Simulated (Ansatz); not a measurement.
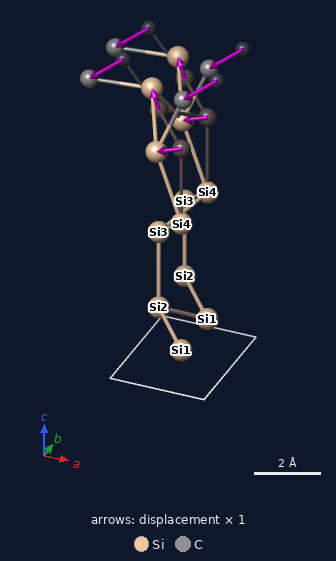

This is a constrained relaxation of a slab of composition Si6C (cut from the P6_3/mmc phase). The starting structure is drawn faded, the final one solid; purple arrows show the displacements, at their true length.

A ball-and-stick model of the 1 × 2 repeat of the cell, outlined in the plane, without the vacuum, seen slightly off an axis.

Case: C put at a bridge Si-Si site. The slab is the (0 0 1) face of Si with C on it. 3 atoms are held fixed.

Method: Ansatz 0.2.0, DFT PBEsol, scalar-relativistic, plane waves, PAW. Set-up: plane-wave cutoff 420 eV; k-point mesh 9 × 9 × 1; occupations gaussian; smearing width 0.05 eV; collinear spin; dipole correction; atoms relaxed in a fixed cell; force threshold 0.03 eV/Å; at most 70 steps.

What happened in the run?

Answer. The atom that moves furthest is the C atom (1.24 Å at 58° to the normal (−c side)). By element the largest moves are C 1.24 Å, Si 0.78 Å. The lattice vectors keep their values. Among the contacts that change: C–Si 3.293 → 2.356 Å, Si–Si 2.308 → 3.142 Å, C–Si 2.453 → 1.863 Å, Si–Si 2.308 → 2.474 Å. New bonds form, among them: C–Si (2.45 → 1.86 Å). Bonds break, among them: Si–Si (2.31 → 3.14 Å). Among the angles between lasting bonds that change: Si–Si–Si 106.9° → 129.4°, Si–Si–Si 109.0° → 129.5°, Si–Si–C 121.1° → 106.0°. Over 9 geometry steps the energy falls by 1.960 eV per cell of the calculation. Largest force component: 1.9 eV/Å at the start, 0.011 eV/Å at the end. The run may lie on a higher electronic state than the lowest, so the end point isn't shown to be the ground-state structure. The run took 18 min on 2 threads of Intel(R) Xeon(R) Processor @ 2.50GHz (Skylake/Cascade Lake), with other jobs on the host, peak memory 1.1 GiB.

Limits of the set-up: the periodic images lie only 3.8 Å apart, so the values are limited by the cell's size.
